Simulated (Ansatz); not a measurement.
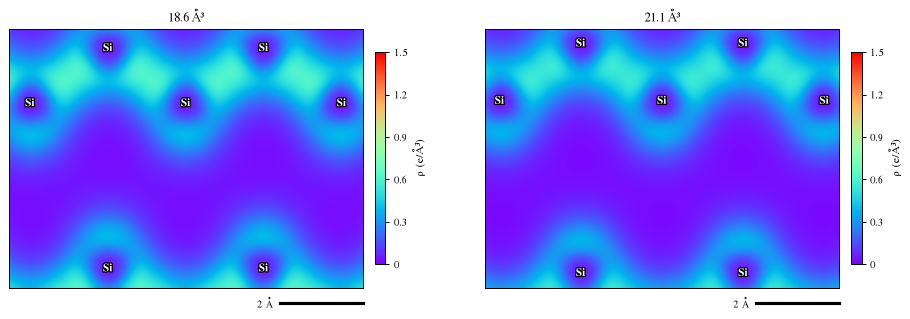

Si. The valence charge density (pseudo) of cells scaled evenly to different volumes (given per atom above each panel), on the (11̄0) plane of each (indices in the axes of the cell below), at one length scale and on one colour scale.

Computed with Ansatz 0.2.0, DFT PBE, scalar-relativistic, plane waves, PAW.

The density is the valence pseudo-density of a PAW calculation; it isn't the true density close to the nuclei.

The largest cell:

```
Si
1.0
     0.00000    2.76192    2.76192
     2.76192    0.00000    2.76192
     2.76192    2.76192    0.00000
Si
2
Cartesian
  4.1429 4.1429 4.1429
  2.7619 2.7619 2.7619
```

| volume (Å³/atom) | Si–Si contact in the plane (Å) | ρ at its midpoint (e/Å³) | pressure (GPa) | gap on the mesh (eV) | 
| --- | --- | --- | --- | --- |
| 18.61 | 2.295 | 0.615 | 10.3 | 0.44 | 
| 20.45 | 2.368 | ? | ? | ? | 
| 21.07 | 2.392 | 0.543 | −2.4 | 0.66 | 

What values belong in the row with question marks?

Answer. Over the known rows ln ρ falls by 1.28 per Å of Si–Si distance (the line through the two), which gives 0.560 e/Å³ at 2.368 Å; the calculation gives 0.560 e/Å³. For the pressure, a straight line in volume between the neighbouring rows gives 0.8 GPa; the calculation gives 0.0, lower because pressure rises ever faster on compression. For the gap on the mesh, a straight line in volume between the neighbouring rows gives 0.60 eV; the calculation gives 0.62.
